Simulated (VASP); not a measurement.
## AlNi: 7 runs along one coordinate

System: AlNi (Pm-3m, 2 atoms in the cell).
Method: Kohn-Sham DFT of a periodic cell, PBEsol, VASP PAW PBE potentials, recommended, spin-polarised (VASP 6.6.1).

The 7 runs differ only in the geometry, by an even scaling of the cell at fixed fractional positions. The structure derives from an entry of the Crystallography Open Database.

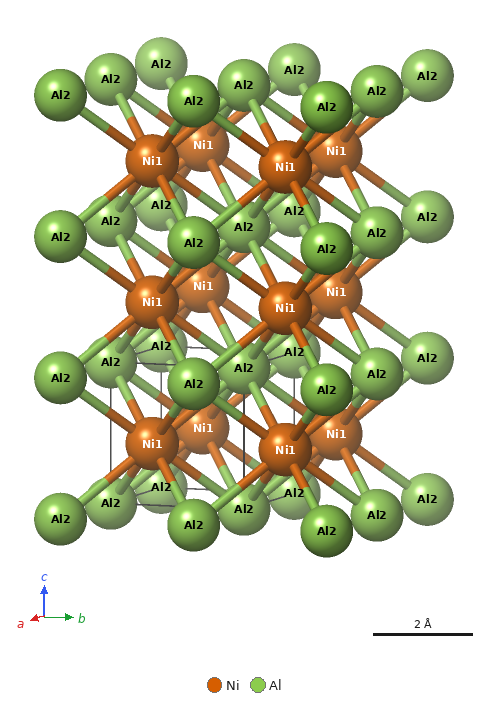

Figure 1. The structure of run 4 (ball-and-stick view of the cell of the calculation, repeated 2 × 2 × 3, seen slightly off an axis; atoms are numbered from 1 in the order of the input).

**INCAR of run 4**
```
PREC = Accurate
ENCUT = 520
EDIFF = 1E-7
ISMEAR = -1
SIGMA = 0.05
LREAL = False
LASPH = True
NELM = 120
ALGO = Normal
ISIF = 2
LWAVE = False
LCHARG = False
ISPIN = 2
MAGMOM = 1 0
LORBIT = 11
LMAXMIX = 4
GGA = PS
NBANDS = 18
```

**KPOINTS of run 4**
```
Automatic mesh
0
Gamma
  9 9 9
```

**POSCAR of run 4**
```
AlNi
1.0
    2.8810000000      0.0000000000      0.0000000000
    0.0000000000      2.8810000000      0.0000000000
    0.0000000000      0.0000000000      2.8810000000
Ni Al
1 1
Direct
    0.5000000000      0.5000000000      0.5000000000
    0.0000000000      0.0000000000      0.0000000000
```

Command:
```bash
cat potpaw_PBE.64/Ni/POTCAR potpaw_PBE.64/Al/POTCAR > POTCAR
mpirun -np 1 vasp_std > vasp.out
```

Run 2 differs from it as follows:
```diff
-    2.8810000000      0.0000000000      0.0000000000
-    0.0000000000      2.8810000000      0.0000000000
-    0.0000000000      0.0000000000      2.8810000000
+    2.8420627945      0.0000000000      0.0000000000
+    0.0000000000      2.8420627945      0.0000000000
+    0.0000000000      0.0000000000      2.8420627945
```

**Results, with one run withheld**

```tsv
run	volume per atom (Å³)	free energy per atom, from the lowest run given (meV)	pressure (GPa)
1	11.239	11.84	8.04
2	11.478	?	?
3	11.717	0.00	0.12
4	11.956	2.32	−3.24
5	12.196	9.40	−6.24
6	12.435	20.72	−8.94
7	12.674	35.85	−11.35
```

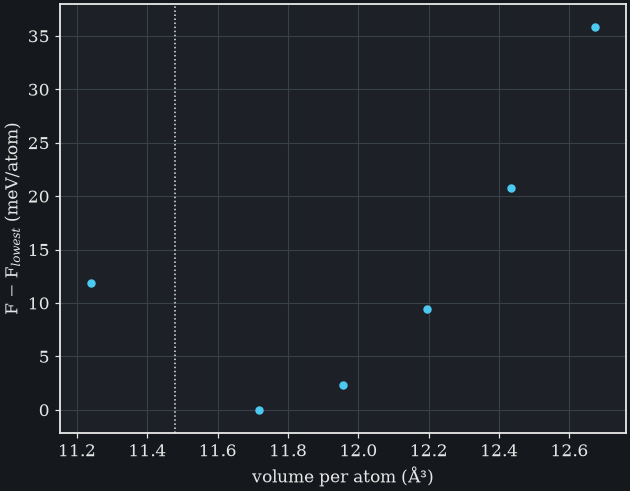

Figure 2. Free energy per atom of the runs given; the dotted line marks run 2.

What should run 2 give?

A cubic polynomial in V^(−2/3) (the Birch–Murnaghan form), fitted to the 6 runs given, misses them by at most 0.01 meV per atom. With x = V^(−2/3) − 0.19057 Å⁻², it reads F = 3.7685 − 2384.4 x + 3.7585e+05 x² + 3.4172e+05 x³ (meV per atom). At run 2 it gives 2.97 meV per atom, and the run itself gives 2.97. The slope of the fit gives a pressure −dF/dV of 3.90 GPa there, and the run prints 3.86 GPa. The fit has its minimum at 11.728 Å³ per atom, where V d²F/dV² gives 173 GPa: the bulk modulus at this level, since symmetry fixes the shape and the positions.

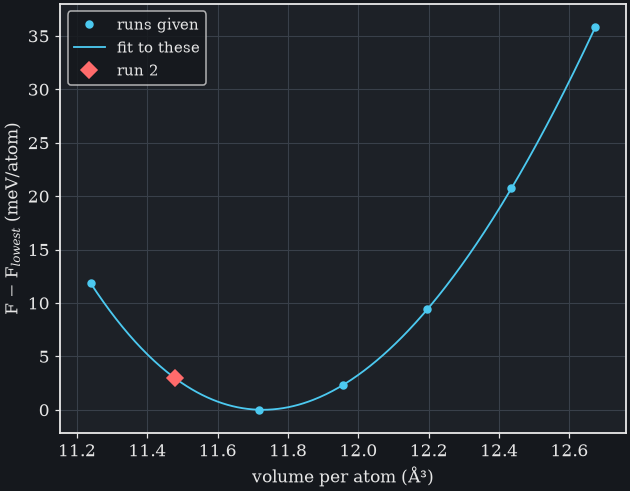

Figure 3. The fit and the withheld run.

**OSZICAR and lines of OUTCAR (run 2)**
```
N       E                     dE             d eps       ncg     rms          rms(c)
DAV:   1     0.460527876621E+02    0.46053E+02   -0.52367E+03  2592   0.804E+02
DAV:   2    -0.104660145407E+02   -0.56519E+02   -0.49777E+02  2822   0.166E+02
DAV:   3    -0.131724767411E+02   -0.27065E+01   -0.26649E+01  2920   0.372E+01
DAV:   4    -0.132069551140E+02   -0.34478E-01   -0.34451E-01  3016   0.373E+00
DAV:   5    -0.132077035525E+02   -0.74844E-03   -0.74838E-03  2988   0.600E-01    0.135E+01
DAV:   6    -0.152849923745E+02   -0.20773E+01   -0.45270E+01  2838   0.801E+01    0.168E+01
DAV:   7    -0.116087706509E+02    0.36762E+01   -0.13570E+01  2854   0.467E+01    0.147E+00
DAV:   8    -0.115948942344E+02    0.13876E-01   -0.26718E-01  3264   0.482E+00    0.106E+00
DAV:   9    -0.115796138480E+02    0.15280E-01   -0.38322E-02  3196   0.190E+00    0.548E-01
DAV:  10    -0.115799537495E+02   -0.33990E-03   -0.92998E-04  3494   0.290E-01    0.206E-01
DAV:  11    -0.115799102791E+02    0.43470E-04   -0.15299E-03  3192   0.344E-01    0.101E-01
DAV:  12    -0.115799841124E+02   -0.73833E-04   -0.14286E-04  3422   0.110E-01    0.464E-02
DAV:  13    -0.115799862077E+02   -0.20953E-05   -0.16387E-05  3476   0.360E-02    0.146E-02
DAV:  14    -0.115799857193E+02    0.48847E-06   -0.17537E-06  3318   0.142E-02    0.375E-03
DAV:  15    -0.115799856826E+02    0.36630E-07   -0.33170E-08  1558   0.146E-03
   1 F= -.11579986E+02 E0= -.11576904E+02  d E =-.616436E-02  mag=     0.0000
[... from OUTCAR:]
  free energy    TOTEN  =       -11.57998568 eV
  energy without entropy =      -11.57382133  energy(sigma->0) =      -11.57690350
 E-fermi :  10.4596     XC(G=0): -12.3663     alpha+bet :-18.4949
  free  energy   TOTEN  =       -11.5799856826 eV
  energy  without entropy=      -11.5738213254  energy(sigma->0) =      -11.57690350
```
